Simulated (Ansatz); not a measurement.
Cell and atoms:

```
Sn O
1.0
     4.75994    0.00000    0.00000
     0.00000    4.75994    0.00000
     0.00000    0.00000    3.20071
Sn O
2 4
Direct
  0.00000 0.00000 0.00000
  0.50000 0.50000 0.50000
  0.80591 0.80591 0.50000
  0.30591 0.69409 0.00000
  0.69409 0.30591 0.00000
  0.19409 0.19409 0.50000
```

Question: What does this file describe?

Answer: The structure is one of SnO2. Space group P4_2/mnm (No. 136), lattice primitive tetragonal. Prototype: rutile. In the cell are 2 Sn, 4 O, which makes 2 formula units. Sn is coordinated by six O in a distorted octahedral arrangement at 2.06 to 2.07 Å. The neighbours of O are three Sn at 2.06 to 2.07 Å. The bonds build a three-dimensional framework.

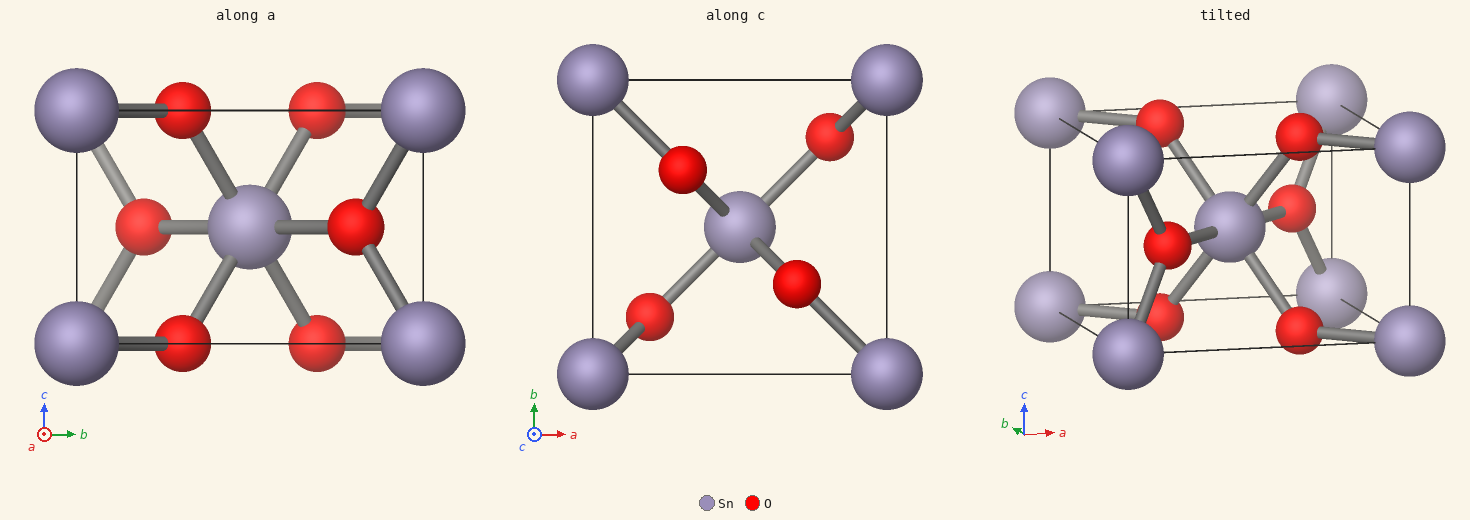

Ball-and-stick representation of a periodic structure, projected along the a axis, along the c axis and slightly off an axis. The conventional unit cell is outlined; an atom on or near a face, edge or corner is repeated at each equivalent position. Colours: tin purple, oxygen red.

The initial geometry was a structure listed in the Materials Project. Earlier steps of the study, as a rule a relaxation of our own, may have changed the cell and positions, so they can lie some per cent off the listed ones. A calculation with Ansatz used it as input.
